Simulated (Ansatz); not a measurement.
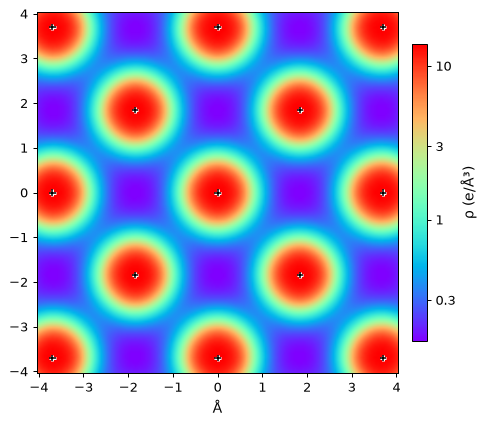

The valence pseudo-density on a plane through atoms (crosses mark nuclei in the plane).

Theory: DFT r2SCAN, scalar-relativistic, plane waves, PAW in Ansatz.

Candidates:
A. InSb, a = 6.48 Å, b = 6.48 Å, c = 6.48 Å, α = 90.00°, β = 90.00°, γ = 90.00°. Space group F-43m.
B. Pd, a = 3.70 Å, b = 3.70 Å, c = 3.70 Å, α = 90.00°, β = 90.00°, γ = 90.00°. Space group Fm-3m; changed on purpose from its base cell (strain -0.050 along x and y, -0.050 along z, atoms carried along); computed pressure about 49 GPa in this cell.

### Which candidate gave the map?

Candidate B: Pd on the (100) plane of the conventional cell, which holds Pd. Pd–Pd (2.61 Å): ρ is about 0.38 e/Å³ halfway.
